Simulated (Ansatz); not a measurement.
## MnSb: single-point calculation (part 2 of 2)

The same run, continued: MnSb (P6₃/mmc, 4 atoms in the cell); DFT, PBEsol, PAW with Ansatz's default frozen-core files, scalar-relativistic, spin-polarised (Ansatz 0.2.0); cutoff 420 eV, 9×9×6 k-mesh, Fermi–Dirac smearing of 0.1 eV, collinear spins. The structure derives from an entry of the Crystallography Open Database. Its volume is 0.85 times that of the source entry. It belongs to a series of runs on one base structure; here: volume scaled by 0.85, start moments a quarter as large, PAW files.

Geometry of the input (Å; fractional positions):
```
3.9312  0.0000  0.0000
-1.9656  3.4045  0.0000
0.0000  0.0000  5.4752
Mn 0.0000  0.0000  0.0000
Mn 0.0000  0.0000  0.5000
Sb 0.3333  0.6667  0.2500
Sb 0.6667  0.3333  0.7500
```

Output, continued
```
  k-point 1 ↑: bands = ["-65.6939", "-65.6809", "-34.6813", "-34.6813", "-34.6680", "-34.6680", "-34.4774", "-34.3459", "-14.3488", "-14.3488", "-14.3143", "-14.3122", "-14.3122", "-14.3106", "-14.2964", "-14.2964", "-14.2946", "-14.2946", "2.1377", "5.1387", "9.0273", "10.5819", "10.5819", "11.4681", "11.8881", "11.8881", "12.1155", "12.1155", "13.0221", "13.0221", "14.7380", "15.7343", "15.7343", "17.1471", "17.7108", "17.7108", "18.2433", "20.6953"]
  k-point 2 ↑: bands = ["-65.6912", "-65.6836", "-34.6785", "-34.6785", "-34.6708", "-34.6708", "-34.4497", "-34.3738", "-14.3422", "-14.3422", "-14.3219", "-14.3219", "-14.3134", "-14.3113", "-14.2941", "-14.2941", "-14.2940", "-14.2940", "2.5483", "4.1155", "10.4029", "10.8500", "10.8500", "11.6139", "11.7310", "11.7310", "12.0650", "12.0650", "12.6605", "12.6605", "14.4357", "15.7450", "16.4120", "16.4120", "17.5098", "17.5098", "18.9289", "20.5738"]
  k-point 47 ↓: bands = ["-62.8027", "-62.8027", "-31.7842", "-31.7842", "-31.7831", "-31.7831", "-31.7115", "-31.7115", "-14.3625", "-14.3625", "-14.3532", "-14.3532", "-14.3219", "-14.3219", "-14.3138", "-14.3138", "-14.3129", "-14.3129", "5.0865", "5.0865", "9.4270", "9.4270", "10.1578", "10.1578", "12.9909", "12.9909", "14.7247", "14.7247", "14.8931", "14.8931", "15.5846", "15.5846", "15.8346", "15.8346", "19.3706", "19.3706", "21.4763", "21.4763"]
```

File rho_z.tsv
```
# z_ang	rho[e/angstrom^3]	rho_spin[e/angstrom^3]
# format = ansatz-planar-average/11
# lattice	3.931163184	0.000000000	0.000000000
# lattice	-1.965581592	3.404487184	0.000000000
# lattice	0.000000000	0.000000000	5.475210411
# sites	4
# site	25	0.000000000	0.000000000	0.000000000
# site	25	0.000000000	0.000000000	2.737605205
# site	51	-0.000000000	2.269658123	1.368802603
# site	51	1.965581592	1.134829061	4.106407808
0.000000	1.378643e0	2.585936e-1
0.136880	1.263566e0	2.333187e-1
0.273761	9.877938e-1	1.729974e-1
0.410641	6.958457e-1	1.086336e-1
0.547521	4.965332e-1	6.045527e-2
0.684401	4.232106e-1	3.054319e-2
0.821282	4.699354e-1	1.293149e-2
0.958162	6.265536e-1	2.368520e-3
1.095042	8.611276e-1	-4.010684e-3
1.231922	1.084822e0	-7.518955e-3
1.368803	1.178574e0	-8.650377e-3
1.505683	1.084822e0	-7.518955e-3
1.642563	8.611276e-1	-4.010684e-3
1.779443	6.265536e-1	2.368520e-3
1.916324	4.699354e-1	1.293149e-2
2.053204	4.232106e-1	3.054319e-2
2.190084	4.965332e-1	6.045527e-2
2.326964	6.958457e-1	1.086336e-1
2.463845	9.877938e-1	1.729974e-1
2.600725	1.263566e0	2.333187e-1
2.737605	1.378643e0	2.585936e-1
2.874485	1.263566e0	2.333187e-1
3.011366	9.877938e-1	1.729974e-1
3.148246	6.958457e-1	1.086336e-1
3.285126	4.965332e-1	6.045527e-2
3.422007	4.232106e-1	3.054319e-2
3.558887	4.699354e-1	1.293149e-2
3.695767	6.265536e-1	2.368520e-3
3.832647	8.611276e-1	-4.010684e-3
3.969528	1.084822e0	-7.518955e-3
4.106408	1.178574e0	-8.650377e-3
4.243288	1.084822e0	-7.518955e-3
4.380168	8.611276e-1	-4.010684e-3
4.517049	6.265536e-1	2.368520e-3
4.653929	4.699354e-1	1.293149e-2
4.790809	4.232106e-1	3.054319e-2
4.927689	4.965332e-1	6.045527e-2
5.064570	6.958457e-1	1.086336e-1
5.201450	9.877938e-1	1.729974e-1
5.338330	1.263566e0	2.333187e-1
```

File v_z.tsv
```
# z_ang	v_es[eV]	v_tot_up[eV]	v_tot_dn[eV]
# format = ansatz-planar-average/11
# xc	pbesol
# density_cutoff_ev	1680
# datasets	Mn=:simpson_from_first_knot:soft:shift=-858434	Sb=:simpson_from_first_knot:soft:shift=-1269804
# lattice	3.931163184	0.000000000	0.000000000
# lattice	-1.965581592	3.404487184	0.000000000
# lattice	0.000000000	0.000000000	5.475210411
# sites	4
# site	25	0.000000000	0.000000000	0.000000000
# site	25	0.000000000	0.000000000	2.737605205
# site	51	-0.000000000	2.269658123	1.368802603
# site	51	1.965581592	1.134829061	4.106407808
0.000000	6.682852e0	-5.242820e0	-4.679861e0
0.136880	6.787657e0	-5.081667e0	-4.515392e0
0.273761	7.042908e0	-4.679830e0	-4.109906e0
0.410641	7.342732e0	-4.199773e0	-3.647454e0
0.547521	7.678332e0	-3.698807e0	-3.213222e0
0.684401	8.045697e0	-3.234069e0	-2.882197e0
0.821282	8.322696e0	-2.972955e0	-2.804898e0
0.958162	8.370810e0	-3.049729e0	-3.070231e0
1.095042	8.279274e0	-3.308885e0	-3.475671e0
1.231922	8.208664e0	-3.503857e0	-3.747943e0
1.368803	8.183051e0	-3.573217e0	-3.837978e0
1.505683	8.208664e0	-3.503857e0	-3.747943e0
1.642563	8.279274e0	-3.308885e0	-3.475671e0
1.779443	8.370810e0	-3.049729e0	-3.070231e0
1.916324	8.322696e0	-2.972955e0	-2.804898e0
2.053204	8.045697e0	-3.234069e0	-2.882197e0
2.190084	7.678332e0	-3.698807e0	-3.213222e0
2.326964	7.342732e0	-4.199773e0	-3.647454e0
2.463845	7.042908e0	-4.679830e0	-4.109906e0
2.600725	6.787657e0	-5.081667e0	-4.515392e0
2.737605	6.682852e0	-5.242820e0	-4.679861e0
2.874485	6.787657e0	-5.081667e0	-4.515392e0
3.011366	7.042908e0	-4.679830e0	-4.109906e0
3.148246	7.342732e0	-4.199773e0	-3.647454e0
3.285126	7.678332e0	-3.698807e0	-3.213222e0
3.422007	8.045697e0	-3.234069e0	-2.882197e0
3.558887	8.322696e0	-2.972955e0	-2.804898e0
3.695767	8.370810e0	-3.049729e0	-3.070231e0
3.832647	8.279274e0	-3.308885e0	-3.475671e0
3.969528	8.208664e0	-3.503857e0	-3.747943e0
4.106408	8.183051e0	-3.573217e0	-3.837978e0
4.243288	8.208664e0	-3.503857e0	-3.747943e0
4.380168	8.279274e0	-3.308885e0	-3.475671e0
4.517049	8.370810e0	-3.049729e0	-3.070231e0
4.653929	8.322696e0	-2.972955e0	-2.804898e0
4.790809	8.045697e0	-3.234069e0	-2.882197e0
4.927689	7.678332e0	-3.698807e0	-3.213222e0
5.064570	7.342732e0	-4.199773e0	-3.647454e0
5.201450	7.042908e0	-4.679830e0	-4.109906e0
5.338330	6.787657e0	-5.081667e0	-4.515392e0
```

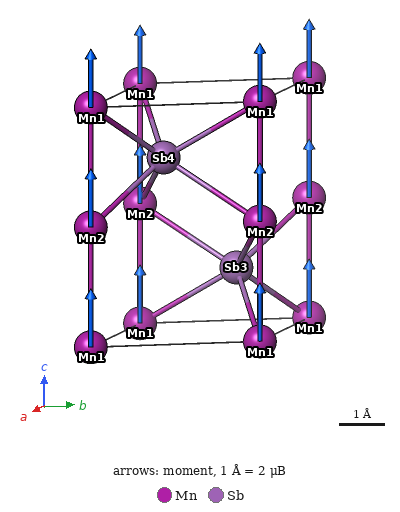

**Figure 1.** Magnetic moments of the sites as blue arrows (ball-and-stick view of the cell of the calculation, seen slightly off an axis; atoms are numbered from 1 in the order of the input); small moments hardly show. The run is collinear, so the axis drawn is arbitrary. Site moments: Mn1, Mn2 (2.71 μB); Sb3, Sb4 (−0.08 μB). They are counted near the atoms and needn't add up to the moment of the cell.

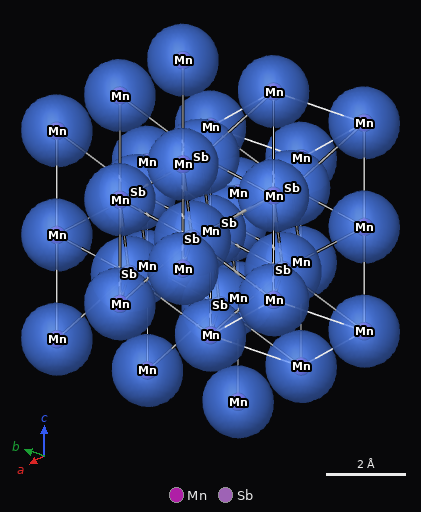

**Figure 2.** Isosurface of the valence pseudo-density at 0.6 e/Å³ (blue), seen at an oblique angle. Sticks mark near contacts. The outline is the cell set on symmetry axes. At this value the density breaks into separate islands; it holds about 75 % of the electrons treated as valence (semicore included). It is pinched off along the Mn–Sb (2.65 Å) and Mn–Mn (2.74 Å) contacts. On the grid the lowest density along these lines, outside the cores, is 0.36 e/Å³ (Mn–Sb, 2.65 Å) and 0.27 e/Å³ (Mn–Mn, 2.74 Å). In a PAW calculation such maps are meaningful between the atoms, not at the nuclei.

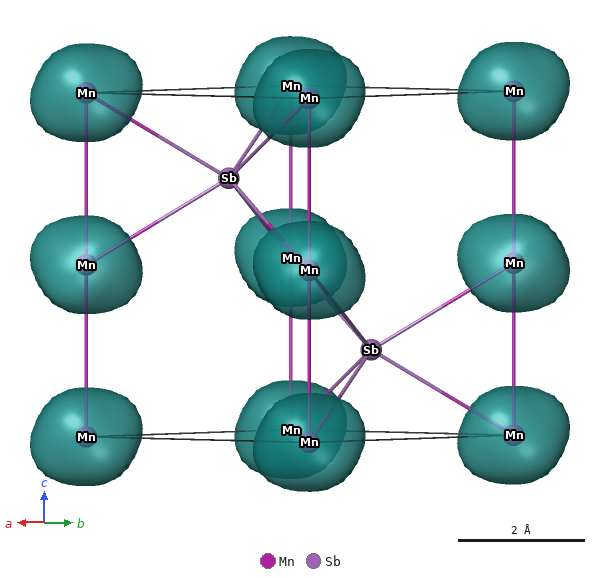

**Figure 3.** Isosurface of the spin density (up minus down) at +0.2 e/Å³ (teal), seen at an oblique angle. Sticks mark near contacts. The outline is the cell set on symmetry axes. The cell of the calculation (4 atoms) carries 5.4 μB net.

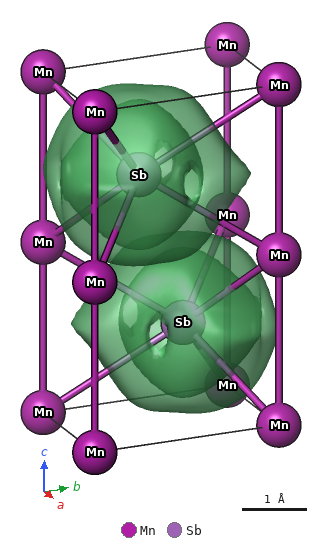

**Figure 4.** Isosurface of the ELF at 0.4 (green), seen slightly off an axis. Only the valence region is drawn (cores and ρ < 0.01 e/Å³ removed). Sticks mark near contacts. The outline is the cell set on symmetry axes. Values along the shortest contacts: Mn–Sb (2.65 Å): the ELF is about 0.50 at the midpoint (no localised pair between them). Mn–Mn (2.74 Å): the ELF is about 0.35 at the midpoint (no localised pair between them).
